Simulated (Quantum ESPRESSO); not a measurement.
## AlN (F-43m): phonon deformation potentials, worked out

How far does biaxial strain in the (001) plane shift the zone-centre optical mode of AlN (F-43m)?

Program: Quantum ESPRESSO 7.5. Level of theory: DFT LDA, scalar-relativistic, plane waves, JTH PAW pseudopotentials. Results are calculated unless marked as measured.

### Step 1. Set-up

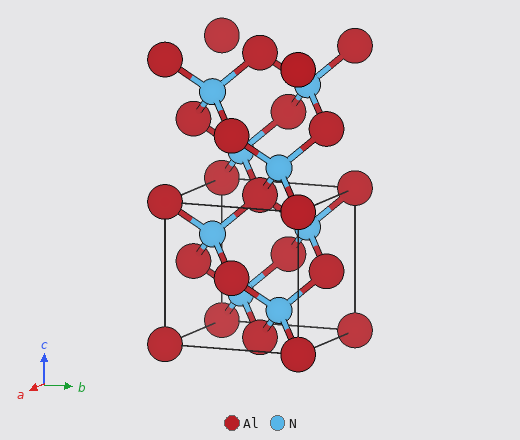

Start, viewed slightly off an axis; aluminium red, nitrogen blue. 1×1×2 cells are drawn. This picture shows the conventional cell, with its axes. Bonds to atoms that aren't drawn are left out. Some periodic images of atoms are drawn too.

This is the cell after its relaxation at this level of theory, not the database cell from which that began.

### Step 2. Uniaxial strain

The relaxed cell is stretched along z alone. This keeps all atoms on sites fixed by symmetry and splits the threefold mode into a singlet, polarised along z, and a doublet. The macroscopic field is left out, so these are transverse modes. Cutoff 60 Ry, k mesh 8×8×8.

From the response at ε_zz = 0.01:

The log of the run:

```text
[banners, grids, parts of the stress and lines that vanish by symmetry left out]
Program PHONON v.7.5
     Reading xml data from directory:

[...]
Exchange-correlation= PW
                           (   1   4   0   0   0   0   0)
[...]
kinetic-energy cut-off    =      60.0000  Ry
     charge density cut-off    =     480.0000  Ry
     convergence threshold     =      1.0E-18
[...]
Exchange-correlation= PW
                           (   1   4   0   0   0   0   0)
[...]
q = (   0.0000000   0.0000000   0.0000000 )
      9 Sym.Ops. (with q -> -q+G )
     G cutoff =  412.5741  (  24685 G-vectors)     FFT grid: ( 45, 45, 45)
     G cutoff =  206.2871  (   8713 G-vectors)  smooth grid: ( 30, 30, 30)
     number of k points=    59
[...]
Mode symmetry, D_2d (-42m) point group:
[...]
Representation #   1 mode #   1
[...]
End of self-consistent calculation
     Convergence has been achieved
     Representation #   2 mode #   2
[...]
End of self-consistent calculation
     Convergence has been achieved
     Representation #   3 modes #   3   4
[...]
End of self-consistent calculation
     Convergence has been achieved
     Representation #   4 modes #   5   6
[...]
End of self-consistent calculation
     Convergence has been achieved
[...]
q = (    0.000000000   0.000000000   0.000000000 )
[...]
freq (    1) =       0.035698 [THz] =       1.190750 [cm-1]
     freq (    2) =       0.035698 [THz] =       1.190750 [cm-1]
     freq (    3) =       0.035780 [THz] =       1.193496 [cm-1]
     freq (    4) =      19.700341 [THz] =     657.132631 [cm-1]
     freq (    5) =      19.700341 [THz] =     657.132631 [cm-1]
     freq (    6) =      19.841697 [THz] =     661.847764 [cm-1]
[...]
Mode symmetry, D_2d (-42m) point group:
     freq (   1-   1) =          1.2  [cm-1]   --> B_2  X_3  W_2   I+R
     freq (   2-   3) =          1.2  [cm-1]   --> E    X_5  W_3   I+R
     freq (   4-   5) =        657.1  [cm-1]   --> E    X_5  W_3   I+R
     freq (   6-   6) =        661.8  [cm-1]   --> B_2  X_3  W_2   I+R

   JOB DONE.
```

```csv
ε_zz,singlet (cm⁻¹),doublet (cm⁻¹),σ_zz (GPa),σ_xx (GPa)
-0.01,674.53,679.75,-3.254,-1.955
-0.005,671.50,674.05,-1.734,-1.072
0,668.38,668.38,-0.219,-0.219
0.005,665.16,662.74,1.293,0.605
0.01,661.85,657.13,2.798,1.399
```

Stress is counted positive in tension.

### Step 3. The fit

To first order ω² − ω₀² = p ε_zz + q (ε_xx + ε_yy) for the mode along z, and likewise for x and y. With ε_zz alone the singlet gives p and the doublet q.

The linear terms of parabolas through ω² are p = -1.90 ω₀² and q = -3.38 ω₀², with ω₀ = 668.4 cm⁻¹. Those of the stresses are C11 = 303 GPa and C12 = 168 GPa. Under hydrostatic strain p and q imply γ = −(p + 2q)/(6 ω₀²) = 1.44.

A layer held to an in-plane strain ε and free along z takes ε_zz = −2 (C12/C11) ε = -1.108 ε. To first order the singlet then shifts by (q − p C12/C11) ε / ω₀ = -1560 ε cm⁻¹. For ε = 0.006, ε_zz = -0.00665, the formulas for ω² predict 658.96 cm⁻¹ for the singlet and 665.31 cm⁻¹ for the doublet.

### Step 4. A biaxially strained cell

This run was no part of the fit.

The log of the run:

```text
[banners, grids, parts of the stress and lines that vanish by symmetry left out]
[banner, memory and clock lines left out]
Program PHONON v.7.5

[...]
Exchange-correlation= PW
                           (   1   4   0   0   0   0   0)
[...]
kinetic-energy cut-off    =      60.0000  Ry
     charge density cut-off    =     480.0000  Ry
     convergence threshold     =      1.0E-18
[...]
Exchange-correlation= PW
                           (   1   4   0   0   0   0   0)
[...]
q = (   0.0000000   0.0000000   0.0000000 )
      9 Sym.Ops. (with q -> -q+G )
     G cutoff =  408.2199  (  24621 G-vectors)     FFT grid: ( 45, 45, 45)
     G cutoff =  204.1100  (   8705 G-vectors)  smooth grid: ( 30, 30, 30)
     number of k points=    59
[...]
Mode symmetry, D_2d (-42m) point group:
[...]
Representation #   1 mode #   1
[...]
End of self-consistent calculation
     Convergence has been achieved
     Representation #   2 mode #   2
[...]
End of self-consistent calculation
     Convergence has been achieved
     Representation #   3 modes #   3   4
[...]
End of self-consistent calculation
     Convergence has been achieved
     Representation #   4 modes #   5   6
[...]
End of self-consistent calculation
     Convergence has been achieved
[...]
q = (    0.000000000   0.000000000   0.000000000 )
[...]
freq (    1) =       0.052227 [THz] =       1.742120 [cm-1]
     freq (    2) =       0.052227 [THz] =       1.742120 [cm-1]
     freq (    3) =       0.052297 [THz] =       1.744448 [cm-1]
     freq (    4) =      19.755957 [THz] =     658.987807 [cm-1]
     freq (    5) =      19.941379 [THz] =     665.172818 [cm-1]
     freq (    6) =      19.941379 [THz] =     665.172818 [cm-1]
[...]
Mode symmetry, D_2d (-42m) point group:
     freq (   1-   1) =          1.7  [cm-1]   --> B_2  X_3  W_2   I+R
     freq (   2-   3) =          1.7  [cm-1]   --> E    X_5  W_3   I+R
     freq (   4-   4) =        659.0  [cm-1]   --> B_2  X_3  W_2   I+R
     freq (   5-   6) =        665.2  [cm-1]   --> E    X_5  W_3   I+R
```

```csv
mode,predicted (cm⁻¹),run (cm⁻¹)
singlet,658.96,658.99
doublet,665.31,665.17
```

The stress along z is -0.189 GPa and that in the plane 1.459 GPa; the unstrained cell carries -0.219 GPa.

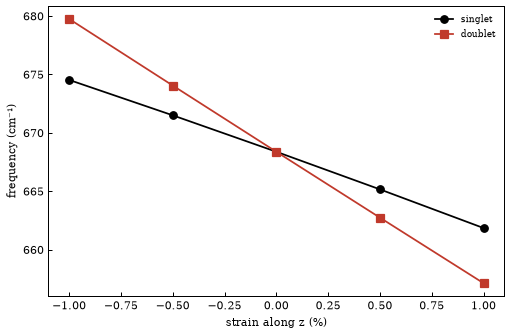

The two components under uniaxial strain.

### Step 5. Summary of results

```yaml
p_in_units_of_the_squared_frequency: -1.897
q_same_units: -3.385
shift_of_the_singlet_per_unit_of_biaxial_strain: -1560 cm⁻¹
c11_and_c12: 303 and 168 GPa
```

In words: To first order, one per cent of tensile biaxial strain moves the singlet of AlN (F-43m) by -15.6 cm⁻¹ and the doublet by -5.1 cm⁻¹; the formulas miss the test run by up to 0.14 cm⁻¹. In backscattering from (001) the mode polarised along z is the one seen in diamond and zinc-blende crystals; in a polar crystal it is the LO mode, whose potentials differ somewhat from these. The third potential, r, needs shear strain and a relaxation of the atoms, which was not run. These are harmonic values at zero temperature.

[Host names and launcher messages were left out of these logs when they were recorded.]

[Logs are printed without paths, hosts, clocks, repeated set-up lines and the standing remarks that a program may print on its own settings, such as how far it seeks lower states.]

[Hosts, paths, dates, database ids (printed as entryN), source tags and the programs' standing remarks are cut or masked in the printed files.]
